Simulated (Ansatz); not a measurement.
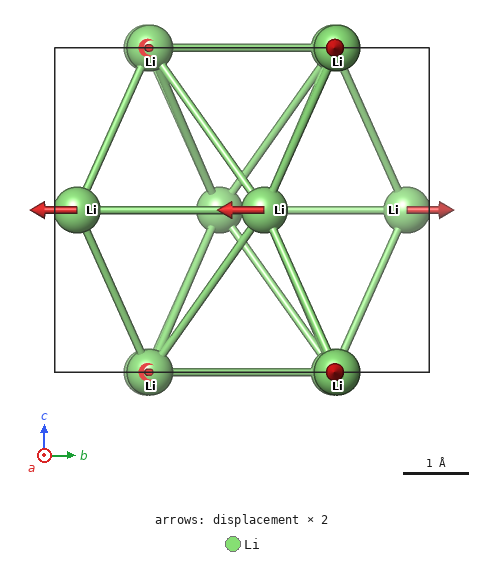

A relaxation of a crystal of Li (a generated structure, set up in P4_2/mbc). The starting structure is drawn; red arrows show the displacements (the part carried along by the change of the cell is left out), 2 times their true length.

Style: ball-and-stick. Shown: the cell of the calculation, along the a axis.

Method: Ansatz, DFT PBE, scalar-relativistic, plane waves, PAW.

Input
```yaml
crystal:
  lattice:
    - [5.79400991, 0.0, 0.0]
    - [0.0, 5.79400991, 0.0]
    - [0.0, 0.0, 5.01749245]
  atoms:
    - { symbol: Li, position: [0.44013903, 0.74627578, 0.0] }
    - { symbol: Li, position: [0.55986097, 0.25372422, 0.0] }
    - { symbol: Li, position: [0.74627578, 0.55986097, 0.5] }
    - { symbol: Li, position: [0.25372422, 0.44013903, 0.5] }
    - { symbol: Li, position: [0.94013903, 0.75372422, 0.0] }
    - { symbol: Li, position: [0.05986097, 0.24627578, 0.0] }
    - { symbol: Li, position: [0.75372422, 0.05986097, 0.5] }
    - { symbol: Li, position: [0.24627578, 0.94013903, 0.5] }
basis:
  ecutwfc: 420
kpoints:
  mp_grid: { grid: [8, 8, 8] }
hamiltonian:
  xc: pbe
scf:
  occupations: { method: gaussian, width: 0.1 }
output:
  forces: true
  stress: true
  eigenvalues: true
relax:
  adjacent_minimum: "off"
  f_tol: 0.01
  max_steps: 80
  cell: { stress_tol: 0.05 }
```

Run as
```bash
ansatz run input.yaml --threads 1 --pin off --max-ram 2560MiB --backend cpu --events-out ev --progress --plain --runs-dir out
```

Question: What happened in the run?

Answer: Over 9 accepted moves (10 points after the start) the energy falls by 0.152 eV per cell of the calculation. Largest force component: 0.026 eV/Å at the start, 0.0002 eV/Å at the end. The pressure goes from −0.47 to 0.01 GPa. The SCF was repeated once at an unchanged geometry on a basis and grid sized afresh for the cell, which shifted the energy by 0.1 meV per cell of the calculation at most. The largest moves relative to the cell, 0.37 Å, are those of 8 atoms (Li1, Li2, Li3, Li4 and others). Li5 goes along +a. The drawn cell changes as follows: a = b 5.794 → 6.217 Å (+7.3 %), c 5.017 → 4.173 Å (−16.8 %); the volume changes by −4.3 %. Some distances before and after: Li1–Li7 3.591 → 3.030 Å, Li1–Li3 3.257 → 3.031 Å, Li1–Li5 2.897 → 3.108 Å, Li1–Li2 2.937 → 3.108 Å. Among the angles between lasting bonds that change: Li6–Li4–Li6 115.3° → 87.0°, Li3–Li4–Li3 153.1° → 180.0°, Li3–Li4–Li8 104.5° → 90.0°. The space group (tolerance 0.01 Å) goes from P4_2/mbc (No. 135) to I4/mmm (No. 139).
